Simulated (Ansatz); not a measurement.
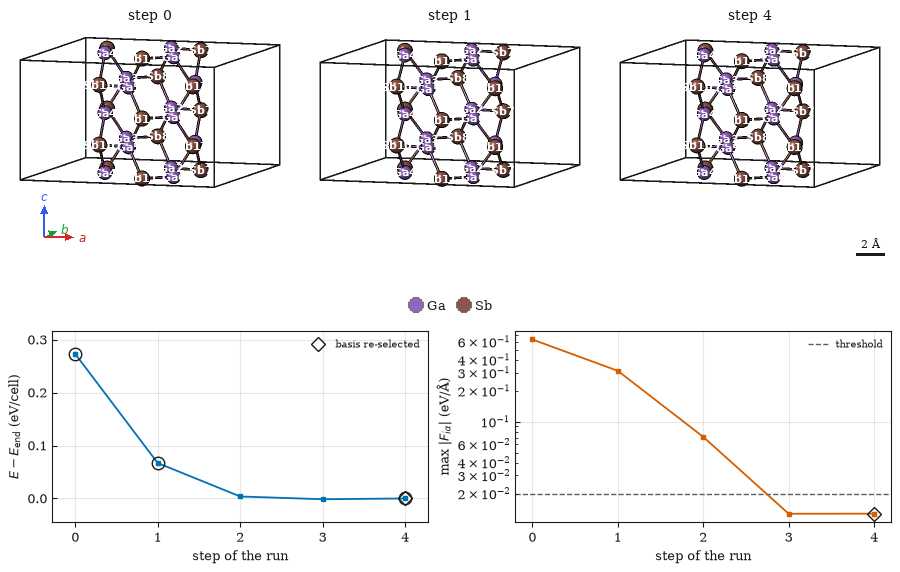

Frames of a relaxation of a wire of composition GaSb, marked on the history of the run. The picture is a ball-and-stick view of the 2 repeat of the cell, with the vacuum cut short, seen slightly off an axis.

Case: (3,3) tube.

All numbers below come from DFT PBE, scalar-relativistic, plane waves, PAW (Ansatz). (plane-wave cutoff 420 eV; k-point mesh 1 × 1 × 11; occupations gaussian; smearing width 0.05 eV; no spin polarisation; cell relaxed at fixed a, b, alpha, beta, gamma; force threshold 0.02 eV/Å; at most 45 steps)

**Describe the path.**

The largest moves relative to the layer's centre, 0.16 Å, are those of Sb atoms. Largest moves by element: Sb 0.16 Å, Ga 0.06 Å. Along the periodic axis the drawn cell goes c 8.751 → 8.579 Å (−2.0 %). Some distances before and after: Ga–Sb 2.560 → 2.631 Å, Ga–Sb 2.615 → 2.644 Å. Among the angles between lasting bonds that change: Ga–Sb–Ga 113.6° → 108.4°, Sb–Ga–Sb 113.6° → 108.4°. The energy falls by 0.273 eV per cell of the calculation in 3 accepted moves (4 points after the start). Largest force component: 0.63 eV/Å at the start, 0.013 eV/Å at the end. At 1 point the geometry stayed and the basis and grid were re-selected for the new cell (energy shift of 1.4 meV per cell of the calculation at most each time). From step 0 to 1: Sb atoms move most (0.19 Å), energy −0.206 eV per cell of the calculation. From step 1 to 4: Ga atoms move most (0.05 Å), energy −66.9 meV per cell of the calculation.

```tsv
step	E − E(0), meV/atom	largest force component, eV/Å	note
0	0.00	0.6308	
1	-17.17	0.3126	
2	-22.43	0.0712	
3	-22.87	0.0127	
4	-22.75	0.0127	same geometry, new basis
```
